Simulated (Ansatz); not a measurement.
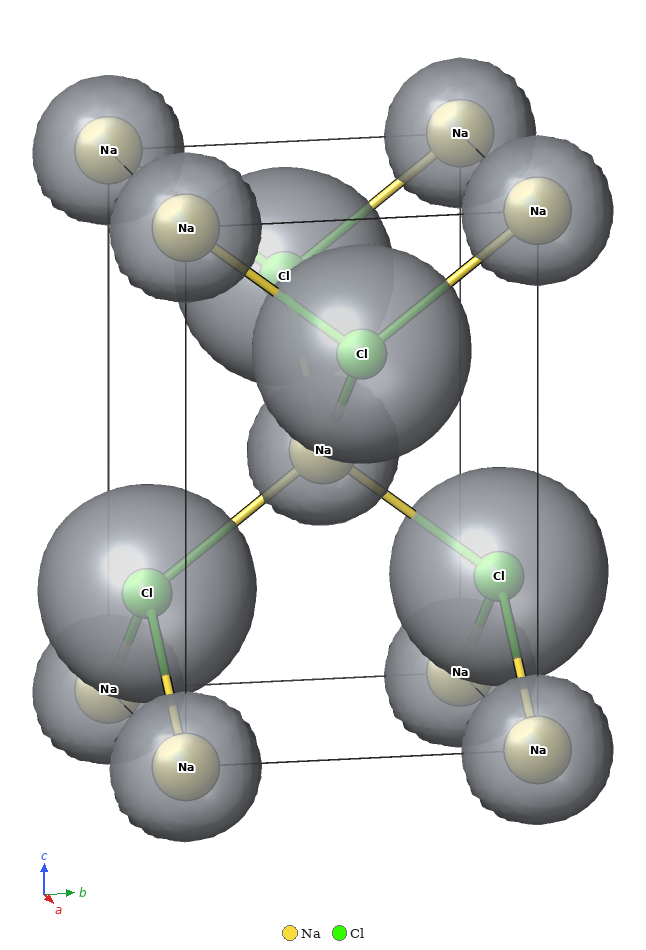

Figure 1: NaCl. Isosurface of the valence electron density at 0.2 e/Å³ (grey), seen slightly off an axis. Sticks mark near contacts.

Space group I-4m2; started from the zincblende prototype, which need not be the ambient phase; changed on purpose from its base cell (epitaxial xy strain -3.1%).

All numbers below come from DFT, r2SCAN, plane waves, PAW in Ansatz.

Core electrons are frozen (PAW), and the valence fields are smoothed inside the atomic spheres.

Question: Which contacts does the surface bridge?

Answer: At this value the density breaks into separate islands; it holds about 85 % of the electrons treated as valence (semicore included). It bridges none of the near contacts. It is pinched off along the sampled Na–Cl (2.67 Å) contacts. On the grid the lowest density along these lines, outside the cores, is 0.12 e/Å³ (Na–Cl, 2.67 Å).

Question: Does the calculation give a band gap?

Answer: It is gapped, with a Kohn–Sham gap of 5.5 eV on the k-point mesh, an upper bound to the gap of this method.
